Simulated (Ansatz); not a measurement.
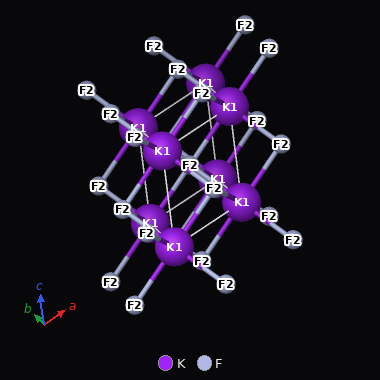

The system is KF (Fm-3m, No. 225; 2 atoms in the cell); the picture shows the reference structure. The energy is mapped over volume and the cell's shape. The first coordinate is: volume per atom; the second: length along [111] over the lengths across it, relative to the cubic cell. Nothing is relaxed (symmetry fixes all fractional coordinates). The grid has 11 × 11 points. Points are written as (first, second). Energies: meV/atom, counted from the lowest grid point. All numbers below come from Ansatz, DFT PBE, scalar-relativistic, plane waves, PAW. Settings: cutoff 520 eV, k-mesh 8×8×8, gaussian smearing 0.05 eV, no spin polarisation.

Its coordinates:

```xyz
2
Lattice="0.0000 2.7105 2.7105 2.7105 0.0000 2.7105 2.7105 2.7105 0.0000" Properties=species:S:1:pos:R:3 pbc="T T T"
K     0.0000    0.0000    0.0000
F     2.7105    2.7105    2.7105
```

Range: volume per atom from 18.321 to 21.507 Å³; length along [111] over the lengths across it, relative to the cubic cell from 0.923 to 1.083.

### What landscape does the calculation give?

The lowest grid point is at (19.914 Å³, 1.000). It is the only kind of minimum in the scanned range. The highest grid point, (18.321 Å³, 1.083), lies 20.5 meV/atom above the lowest. Round the minimum the two coordinates are nearly uncoupled. The gap on the k-mesh is 6.0 eV at the lowest point and runs from 5.5 to 6.4 eV over the map.

```csv
"second ↓, first →",18.321,18.640,18.958,19.277,19.596,19.914,20.233,20.552,20.870,21.189,21.507
1.083,20.5,15.6,12.0,9.6,8.4,8.1,8.7,10.2,12.4,15.3,18.8
1.066,17.9,12.9,9.2,6.8,5.4,5.1,5.6,7.0,9.2,12.0,15.5
1.049,15.9,10.9,7.1,4.6,3.2,2.8,3.3,4.7,6.8,9.6,13.0
1.033,14.6,9.4,5.7,3.1,1.7,1.2,1.7,3.0,5.1,7.9,11.3
1.016,13.8,8.6,4.8,2.2,0.8,0.3,0.8,2.1,4.1,6.9,10.3
1.000,13.5,8.4,4.6,2.0,0.5,0.0,0.4,1.7,3.8,6.5,9.9
0.984,13.8,8.6,4.8,2.2,0.8,0.3,0.7,2.0,4.1,6.9,10.2
0.968,14.5,9.3,5.6,3.0,1.6,1.1,1.6,2.9,5.0,7.8,11.2
0.953,15.6,10.5,6.8,4.3,2.9,2.5,3.0,4.3,6.4,9.2,12.7
0.938,17.1,12.1,8.4,6.0,4.6,4.3,4.8,6.2,8.4,11.2,14.7
0.923,18.9,14.0,10.4,8.1,6.8,6.5,7.1,8.6,10.8,13.7,17.2
```

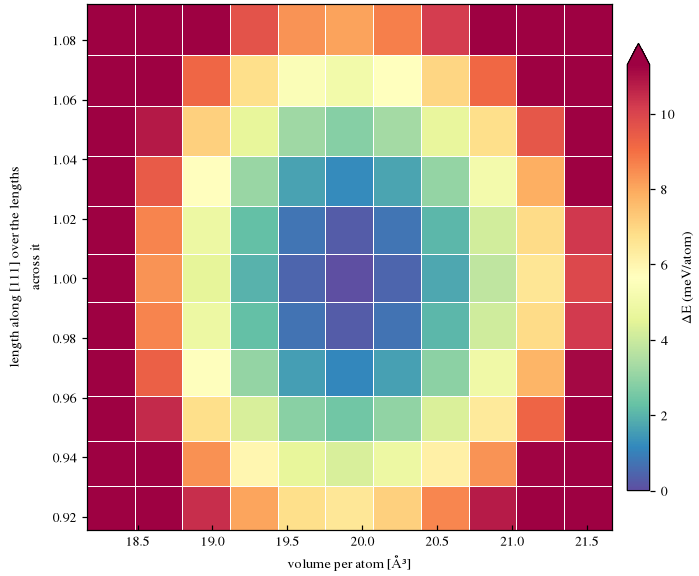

Drawn: one coloured cell a grid point, one colour for all values above the top of the scale.

Time for the 121 points that were run: 2.3 min on 1 thread of Intel(R) Xeon(R) 6975P-C (Granite Rapids), on a shared host.
